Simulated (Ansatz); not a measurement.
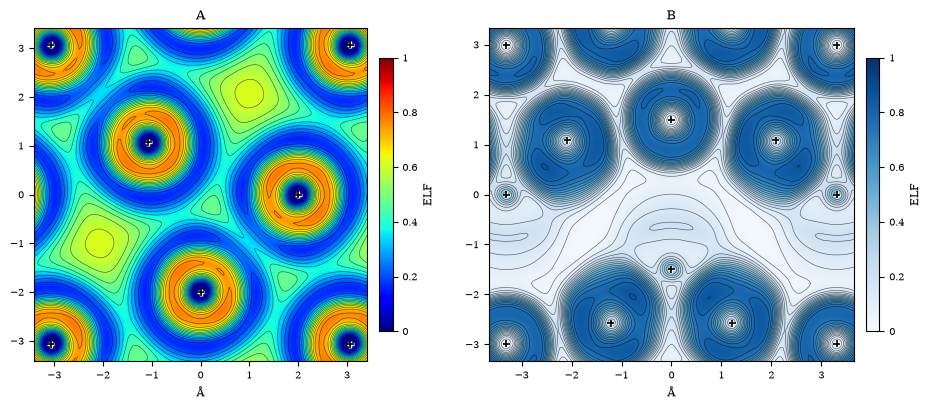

The electron localisation function of 2 systems, each on a plane through atoms (crosses mark nuclei in the plane).

All numbers below come from DFT PBEsol, scalar-relativistic, plane waves, PAW (Ansatz 0.2.0).

System 1: ZrSiO4, the (100) plane of the conventional cell. Space group I4₁/amd; PAW files of the earlier set (soft_1).

```cif
data_structure
_symmetry_space_group_name_H-M 'P 1'
_symmetry_Int_Tables_number 1
_cell_length_a 6.6162
_cell_length_b 6.6162
_cell_length_c 5.9782
_cell_angle_alpha 90.000
_cell_angle_beta 90.000
_cell_angle_gamma 90.000
_cell_volume 261.69
loop_
_atom_site_label
_atom_site_type_symbol
_atom_site_fract_x
_atom_site_fract_y
_atom_site_fract_z
_atom_site_occupancy
Zr1 Zr 0.00000 0.50000 0.25000 1
Zr2 Zr 0.50000 0.00000 0.75000 1
Zr3 Zr 0.00000 0.00000 0.00000 1
Zr4 Zr 0.50000 0.50000 0.50000 1
Si1 Si 0.50000 0.00000 0.25000 1
Si2 Si 0.00000 0.50000 0.75000 1
Si3 Si 0.00000 0.00000 0.50000 1
Si4 Si 0.50000 0.50000 0.00000 1
O1 O 0.00000 0.81561 0.31897 1
O2 O 0.50000 0.31561 0.81897 1
O3 O 0.68439 0.00000 0.06897 1
O4 O 0.18439 0.50000 0.56897 1
O5 O 0.00000 0.18439 0.31897 1
O6 O 0.50000 0.68439 0.81897 1
O7 O 0.31561 0.00000 0.06897 1
O8 O 0.81561 0.50000 0.56897 1
O9 O 0.50000 0.18439 0.43103 1
O10 O 0.00000 0.68439 0.93103 1
O11 O 0.18439 0.00000 0.68103 1
O12 O 0.68439 0.50000 0.18103 1
O13 O 0.00000 0.31561 0.93103 1
O14 O 0.50000 0.81561 0.43103 1
O15 O 0.31561 0.50000 0.18103 1
O16 O 0.81561 0.00000 0.68103 1
```

System 2: Ta2Si, the (001) plane of the conventional cell. Space group I4/mcm; a structure from a database of computed crystals, not necessarily the ambient phase; PAW files of the earlier set (soft_1).

```xyz
12
Lattice="6.1376 0.0000 0.0000 0.0000 6.1376 0.0000 0.0000 0.0000 5.0401" Properties=species:S:1:pos:R:3 pbc="T T T"
Ta    2.0681    1.0007    2.5201
Ta    5.1369    4.0696    0.0000
Ta    2.0681    5.1369    0.0000
Ta    5.1369    2.0681    2.5201
Ta    1.0007    2.0681    0.0000
Ta    4.0696    5.1369    2.5201
Ta    4.0696    1.0007    0.0000
Ta    1.0007    4.0696    2.5201
Si    0.0000    0.0000    1.2600
Si    3.0688    3.0688    3.7801
Si    0.0000    0.0000    3.7801
Si    3.0688    3.0688    1.2600
```

> Which map belongs to which system?

Panel A is system 2, Ta2Si: the plane holds Ta. Ta–Ta (2.83 Å): the ELF is about 0.35 at the midpoint. Panel B is system 1, ZrSiO4: the plane holds Zr, Si and O. Si–O (1.63 Å): the ELF peaks at about 0.85 between the atoms (a polar covalent bond).
